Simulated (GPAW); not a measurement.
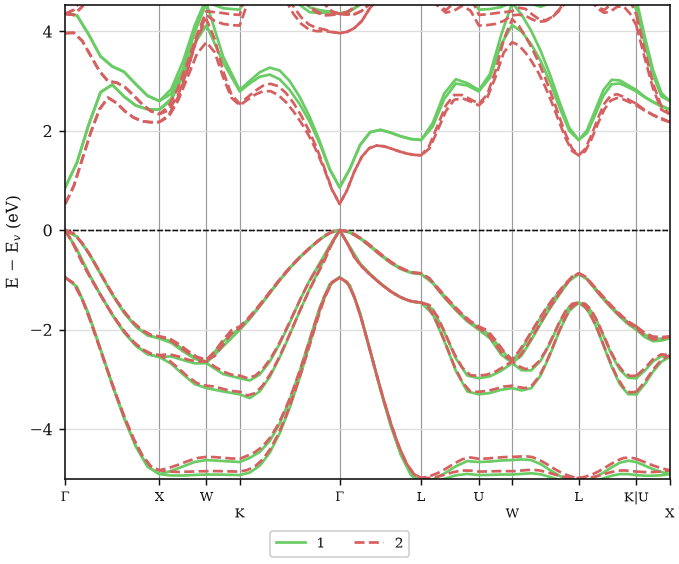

Band structures of zincblende CdTe, space group F-43m (No. 216), 2 atoms in the primitive cell (cubic a = 6.410 Å), by two methods on the same cell. Each is counted from its own valence-band top.

Q: Which curve is which? The methods: PBEint+SOC, r4SCAN+SOC.

A: 1 is r4SCAN+SOC; 2 is PBEint+SOC. r4SCAN+SOC gives a gap of 0.86 eV along the path and PBEint+SOC gives a gap of 0.53 eV along the path.

Settings. r4SCAN+SOC: GPAW PAW data sets (gpaw-data 1.2.1), spin-orbit coupling, no magnetisation, 6×6×6 k mesh, 600 eV cutoff, Fermi-Dirac smearing of 0.05 eV (GPAW). PBEint+SOC: PAW data sets generated in the run's folder for this functional, spin-orbit coupling, no magnetisation, 6×6×6 k mesh, 600 eV cutoff, Fermi-Dirac smearing of 0.05 eV (GPAW 26.7.0).

Spin-orbit coupling was added after a scalar SCF, so levels and gaps hold it while energy, forces, pressure and moments don't. This program's spin-orbit splittings come out too wide for heavy elements. LDA, GGA and most meta-GGA functionals understate gaps. r4SCAN+SOC: the PAW data sets were made with another functional.
